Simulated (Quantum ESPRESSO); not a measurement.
System: Cu₂O (space group Pn-3m).

Calculation (Quantum ESPRESSO 7.5): plane-wave DFT, no spin polarisation; energies at scaled volumes of the given cell, shape and fractions fixed, counted from the fit's minimum, third-order Birch-Murnaghan fit. All runs: no spin polarisation.

```
       setting        value
        k mesh        6×6×6
   occupations  Fermi–Dirac
smearing width      0.05 eV
   wave cutoff     612.3 eV
density cutoff      4898 eV
```

Settings that differ: PBEsol: potentials GBRV-1.5-PBEsol; PBE: potentials GBRV-1.5-PBE.

Describe the result: the energy against volume, with one curve for each functional. The cases: PBEsol; PBE.

The fitted equilibrium volumes, smallest first, are PBEsol 12.634, PBE 13.315 Å³/atom. The fitted bulk moduli, smallest first, are PBE 112.4, PBEsol 131.0 GPa.

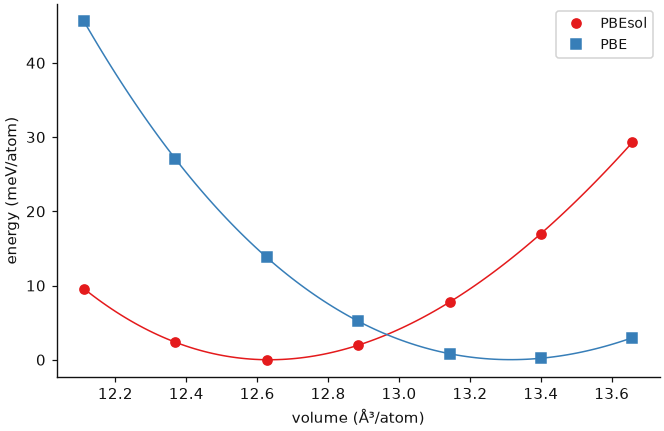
